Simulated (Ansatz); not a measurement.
## Geometry relaxation, with input and output: Ga4P (part 2 of 2)

The same run, continued: Ga4P (P-43m, 5 atoms in the cell); DFT PBE, scalar-relativistic, plane waves, PAW, no spin polarisation (Ansatz 0.2.0); cutoff 420 eV, 8×8×8 k-mesh, Gaussian smearing of 0.1 eV. The structure was made by a generator, so it may or may not be a known phase.

Geometry of the input (Å; fractional positions):
```
4.7041  0.0000  0.0000
0.0000  4.7041  0.0000
0.0000  0.0000  4.7041
Ga 0.2984  0.2984  0.2984
Ga 0.7016  0.7016  0.2984
Ga 0.2984  0.7016  0.7016
Ga 0.7016  0.2984  0.7016
P  0.0000  0.0000  0.0000
```

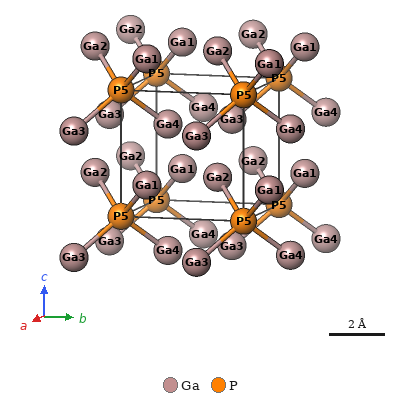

Figure 1. The geometry at step 2 of the log (ball-and-stick view of the cell of the calculation, seen slightly off an axis; atoms are numbered from 1 in the order of the input).

What the program printed, continued:
```
SCF iter   1: F=—  HF=-15887.088571 eV  |F-HF|=—  |Δ(HF+E_count)|=         —  Δρ=1.65e-4  dr2=3.49e-5  ethr=5.71e-8  ⟨swp⟩=2.3  Hψ=5766  notcnv=0
preconditioner: auto → Resta (q_TF=auto, 2.465 Å⁻¹)  ε∞=4.5  [insulator: Δε(μ)=0.106 eV  Ē_g=14.616 eV  σ=0.100 eV  W_gap=0.54  n_scr=26 (ndim 8)  ℏωp=27.4 eV  f_vac=0.000  D(μ)=1.73/eV (n_scr^D=6)  ε∞_Penn≈4.5]
SCF iter   2: F=—  HF=-15887.088584 eV  |F-HF|=—  |Δ(HF+E_count)|=   1.24e-5  Δρ=8.25e-5  dr2=5.89e-6  ethr=5.71e-8  ⟨swp⟩=2.0  Hψ=1364  notcnv=0
SCF iter   3: F=—  HF=-15887.088591 eV  |F-HF|=—  |Δ(HF+E_count)|=   6.98e-6  Δρ=2.36e-5  dr2=3.82e-7  ethr=1.03e-8  ⟨swp⟩=3.0  Hψ=2247  notcnv=0
SCF iter   4: F=—  HF=-15887.088591 eV  |F-HF|=—  |Δ(HF+E_count)|=   6.56e-8  Δρ=7.22e-6  dr2=4.01e-8  ethr=6.71e-10  ⟨swp⟩=2.0  Hψ=2225  notcnv=0
SCF iter   5: F=-15887.088591 eV  HF=-15887.088591 eV  |F-HF|=1.58e-9  |Δ(HF+E_count)|=   3.66e-8  Δρ=2.36e-6  dr2=4.67e-9  ethr=2.00e-11  ⟨swp⟩=9.1  Hψ=8363  notcnv=0
SCF 3 converged in 5 iterations: F = -15887.088591 eV  dr2 = 4.67e-9
  greatest PAW one-centre occupation: 0.995 electrons in one spin orbital (limit 2), on the Ga atom at site 2 (counted from 0), in its partial waves of l = 2
relax step   3: F+E_penalty+E_count = -15887.08859091 eV  Δ(F+E_penalty+E_count) = -7.284e-5 eV  max|allowed force component| = 3.443e-4 eV/Å  Δτ_max = 0.0017 Å  P = +0.005 GPa  Ω = 104.813 Å³  energy of the carried Pulay correction = -1.791e-4 eV  (5 SCF iters, dr2 threshold 1.14e-8 eV, accepted)
Initial wavefunctions: pseudopotential atomic-orbital guess (no wavefunctions were taken with the density)
iter 1 solved again at ethr=1.93e-7 eV; its pass at ethr=3.10e-3 eV (dr2=1.10e-4 eV) is discarded
SCF iter   1: F=—  HF=-15887.087634 eV  |F-HF|=—  |Δ(HF+E_count)|=         —  Δρ=3.32e-4  dr2=2.40e-6  ethr=1.93e-7  ⟨swp⟩=3.8  Hψ=8233  notcnv=0
preconditioner: auto → Resta (q_TF=auto, 2.465 Å⁻¹)  ε∞=4.5  [insulator: Δε(μ)=0.106 eV  Ē_g=14.617 eV  σ=0.100 eV  W_gap=0.54  n_scr=26 (ndim 8)  ℏωp=27.4 eV  f_vac=0.000  D(μ)=1.73/eV (n_scr^D=6)  ε∞_Penn≈4.5]
SCF iter   2: F=—  HF=-15887.088478 eV  |F-HF|=—  |Δ(HF+E_count)|=   8.44e-4  Δρ=1.68e-4  dr2=6.40e-7  ethr=4.22e-9  ⟨swp⟩=2.7  Hψ=2090  notcnv=0
SCF iter   3: F=—  HF=-15887.088755 eV  |F-HF|=—  |Δ(HF+E_count)|=   2.77e-4  Δρ=1.14e-5  dr2=2.72e-8  ethr=1.12e-9  ⟨swp⟩=2.7  Hψ=2309  notcnv=0
SCF iter   4: F=—  HF=-15887.088755 eV  |F-HF|=—  |Δ(HF+E_count)|=   8.66e-7  Δρ=7.77e-7  dr2=6.70e-10  ethr=4.77e-11  ⟨swp⟩=2.0  Hψ=2238  notcnv=0
SCF iter   5: F=—  HF=-15887.088755 eV  |F-HF|=—  |Δ(HF+E_count)|=  1.69e-10  Δρ=3.88e-7  dr2=2.07e-10  ethr=1.00e-12  ⟨swp⟩=9.0  Hψ=6839  notcnv=0
SCF iter   6: F=-15887.088755 eV  HF=-15887.088755 eV  |F-HF|=2.73e-11  |Δ(HF+E_count)|=  2.09e-10  Δρ=7.81e-8  dr2=6.04e-12  ethr=1.00e-12  ⟨swp⟩=5.2  Hψ=5855  notcnv=0
SCF 4 converged in 6 iterations: F = -15887.088755 eV  dr2 = 6.04e-12
relax step   4: F+E_penalty+E_count = -15887.08875547 eV  Δ(F+E_penalty+E_count) = -1.646e-4 eV  max|allowed force component| = 3.623e-4 eV/Å  Δτ_max = 0.0000 Å  P = +0.005 GPa  Ω = 104.813 Å³  stress off target by 4.96e-3 GPa  SCF on the basis re-selected at this cell (its energy is not comparable with the rows above)  (6 SCF iters)
basis re-selected at this cell: Δ(F+E_penalty+E_count) = -1.646e-4 eV, ΔP = +0.000 GPa vs the last step (what re-selecting the basis moved, of the pressure what is left beyond the Pulay correction that the steps carried, after the strain that the cell walked since its last selection, with what the two solves' SCF thresholds leave and, on support functions, any second-order correction that the steps lacked; it is no measure of the basis error at this ecutwfc). This SCF's stress stands 4.96e-3 GPa from its target on what of the cell is left free (relax.cell.stress_tol is 5.00e-2 GPa) and its largest allowed force component is 3.62e-4 eV/Å (relax.f_tol is 1.00e-2 eV/Å): within both
SCF converged after 6 iterations
Free energy (F): -15887.088755 eV
Harris-Foulkes:  -15887.088755 eV  (|F-HF|=2.73e-11)
Internal energy: -15887.080113 eV  (E = F + TS)
E sigma→0 (E₀):  -15887.084434 eV
Entropy (-TS):   -0.008643 eV (-1.729 meV/atom)
Fermi energy:    8.175129 eV
--- Per-component energies (eV) ---
  E_band       = -224.481827
  E_kinetic    = 526.643763
  E_local      = -8105.856086  (includes V_loc(G=0)·N_el)
  E_nonlocal   = 1724.138950
  E_hartree    = 3777.138200
  E_xc         = -337.065205
  E_vxc        = -290.758662  (∫ρ·V_xc dr)
  E_paw        = -8513.117030  (= ΣΔE_a)
  E_vpaw       = -1632.925870  (= ΣTr[D̂ρ^β])
  E_aug_tail   = -0.000423  (compensation charges beyond the density's cutoff)
  E_ewald      = -4958.962282
  E_smearing   = -0.008643  (= −TS)
  E_closure    = -0.000000  (closes the sum)
  Σ components = -15887.088755   (vs F -15887.088755, Δ=0.00e0)
--- Forces (eV/Å), atoms counted from 1 ---
  atom   1  Ga    -0.00036225    -0.00036225    -0.00036225
  atom   2  Ga     0.00036225     0.00036225    -0.00036225
  atom   3  Ga    -0.00036225     0.00036225     0.00036225
  atom   4  Ga     0.00036225    -0.00036225     0.00036225
  atom   5  P     -0.00000000     0.00000000    -0.00000000
  max |Σ_I F_I| component: 1.54e-16 eV/Å
--- Stress (GPa, compression-positive) ---
        0.004960       0.000000      -0.000000
        0.000000       0.004960      -0.000000
       -0.000000      -0.000000       0.004960
  P = ⅓ Tr σ = 0.0050 GPa (0.050 kbar)
--- Band table (eV; the first three rows and the last of 35) ---
  k-point 0: bands = ["-7.2584", "-7.0751", "-7.0751", "-7.0626", "-7.0626", "-7.0626", "-6.9756", "-6.9756", "-6.9756", "-6.8875", "-6.8875", "-6.8503", "-6.8503", "-6.8503", "-6.8350", "-6.8350", "-6.8350", "-6.7589", "-6.7589", "-6.7589", "-3.8631", "0.0697", "3.0767", "3.0767", "3.0767", "6.0043", "6.0043", "7.8309", "7.8309", "7.8309", "9.3383", "12.0951", "12.0951", "12.0951", "12.1355"]
  k-point 1: bands = ["-7.2482", "-7.0744", "-7.0701", "-7.0598", "-7.0589", "-7.0589", "-6.9786", "-6.9733", "-6.9733", "-6.8891", "-6.8867", "-6.8535", "-6.8535", "-6.8528", "-6.8447", "-6.8377", "-6.8377", "-6.7633", "-6.7587", "-6.7587", "-3.7957", "-0.0714", "2.9427", "3.1259", "3.1259", "6.1115", "6.3562", "7.2929", "7.6963", "7.6963", "10.0858", "11.2568", "11.2568", "11.3284", "12.1991"]
  k-point 2: bands = ["-7.2206", "-7.0719", "-7.0571", "-7.0550", "-7.0492", "-7.0492", "-6.9863", "-6.9673", "-6.9673", "-6.8976", "-6.8848", "-6.8650", "-6.8623", "-6.8623", "-6.8602", "-6.8440", "-6.8440", "-6.7738", "-6.7583", "-6.7583", "-3.6094", "-0.4669", "2.8926", "3.2558", "3.2558", "5.7815", "6.4245", "7.3341", "7.3341", "8.0266", "10.1134", "10.9309", "10.9309", "11.1316", "12.4883"]
  k-point 34: bands = ["-7.2589", "-7.0468", "-7.0468", "-7.0468", "-7.0140", "-7.0140", "-6.9830", "-6.9830", "-6.9830", "-6.9225", "-6.9225", "-6.9225", "-6.8457", "-6.8457", "-6.8457", "-6.8451", "-6.8451", "-6.7567", "-6.7567", "-6.7567", "-2.5902", "0.9509", "1.9788", "1.9788", "1.9788", "3.8180", "3.8180", "3.8180", "11.3252", "11.3252", "11.3252", "12.9229", "13.8505", "13.8505", "14.7239"]
--- Relaxed structure (3 steps of the walk, 3 accepted, 1 SCFs on fresh bases) ---
  F+E_penalty+E_count = -15887.08875547 eV   max|allowed force component| = 3.623e-4 eV/Å   (the final SCF, on the basis selected at the relaxed cell)
  cell:  # Å, volume = 104.8128 Å³
    - [4.714889392126376, 2.367288889975977e-34, -1.701238117542058e-33]
    - [1.4043239177823594e-34, 4.714889392126376, 0.0]
    - [-1.6370404527291505e-33, -1.2839532962581574e-34, 4.714889392126376]
  atoms:
    - { symbol: Ga, position: [0.29712842924325644, 0.29712842924325644, 0.29712842924325644] }
    - { symbol: Ga, position: [0.7028715707567434, 0.7028715707567434, 0.29712842924325644] }
    - { symbol: Ga, position: [0.29712842924325644, 0.7028715707567434, 0.7028715707567434] }
    - { symbol: Ga, position: [0.7028715707567434, 0.29712842924325644, 0.7028715707567434] }
    - { symbol: P, position: [-1.659472371184948e-19, -9.21929095102769e-21, 3.8212417915649994e-35] }
```

Trajectory as extended XYZ (Å, eV, eV/Å), 4 frames, from step=1 to step=4:
```
5
Lattice="4.7041 0.0000 0.0000 0.0000 4.7041 0.0000 0.0000 0.0000 4.7041" Properties=species:S:1:pos:R:3:forces:R:3 step=1 energy=-15887.08532 pressure_GPa=0.28
Ga    1.4035    1.4035    1.4035   -0.0815  -0.0815  -0.0815
Ga    3.3005    3.3005    1.4035    0.0815   0.0815  -0.0815
Ga    1.4035    3.3005    3.3005   -0.0815   0.0815   0.0815
Ga    3.3005    1.4035    3.3005    0.0815  -0.0815   0.0815
P     0.0000    0.0000    0.0000    0.0000   0.0000   0.0000
5
Lattice="4.7129 0.0000 0.0000 0.0000 4.7129 0.0000 0.0000 0.0000 4.7129" Properties=species:S:1:pos:R:3:forces:R:3 step=2 energy=-15887.08852 pressure_GPa=0.05
Ga    1.4013    1.4013    1.4013   -0.0135  -0.0135  -0.0135
Ga    3.3116    3.3116    1.4013    0.0135   0.0135  -0.0135
Ga    1.4013    3.3116    3.3116   -0.0135   0.0135   0.0135
Ga    3.3116    1.4013    3.3116    0.0135  -0.0135   0.0135
P     0.0000    0.0000    0.0000    0.0000   0.0000   0.0000
5
Lattice="4.7149 0.0000 0.0000 0.0000 4.7149 0.0000 0.0000 0.0000 4.7149" Properties=species:S:1:pos:R:3:forces:R:3 step=3 energy=-15887.08859 pressure_GPa=0.00
Ga    1.4009    1.4009    1.4009   -0.0003  -0.0003  -0.0003
Ga    3.3140    3.3140    1.4009    0.0003   0.0003  -0.0003
Ga    1.4009    3.3140    3.3140   -0.0003   0.0003   0.0003
Ga    3.3140    1.4009    3.3140    0.0003  -0.0003   0.0003
P     0.0000    0.0000    0.0000    0.0000   0.0000   0.0000
5
Lattice="4.7149 0.0000 0.0000 0.0000 4.7149 0.0000 0.0000 0.0000 4.7149" Properties=species:S:1:pos:R:3:forces:R:3 step=4 energy=-15887.08876 pressure_GPa=0.00
Ga    1.4009    1.4009    1.4009   -0.0004  -0.0004  -0.0004
Ga    3.3140    3.3140    1.4009    0.0004   0.0004  -0.0004
Ga    1.4009    3.3140    3.3140   -0.0004   0.0004   0.0004
Ga    3.3140    1.4009    3.3140    0.0004  -0.0004   0.0004
P     0.0000    0.0000    0.0000    0.0000   0.0000   0.0000
```

Summary:

| quantity | value |
| --- | --- |
| outcome | converged |
| space group (tolerance 0.01 Å) | P-43m (215) |
| electrons treated | 57 |
| free energy | −15887.0888 eV |
| Fermi energy | 8.175 eV |
| gap on the k-point mesh | none (metallic) |
| pressure | 0.00 GPa |
| final volume | 104.81 Å³ |
| largest force (length of the vector) at the end | 0.001 eV/Å |
| final cell | a = 4.715 Å, b = 4.715 Å, c = 4.715 Å, α = 90.00°, β = 90.00°, γ = 90.00° |
| hardware | 1 thread of AMD EPYC (Zen 3), 189 GiB of memory available, shared host |
| wall time | 85 s |
| peak memory | 0.42 GiB |
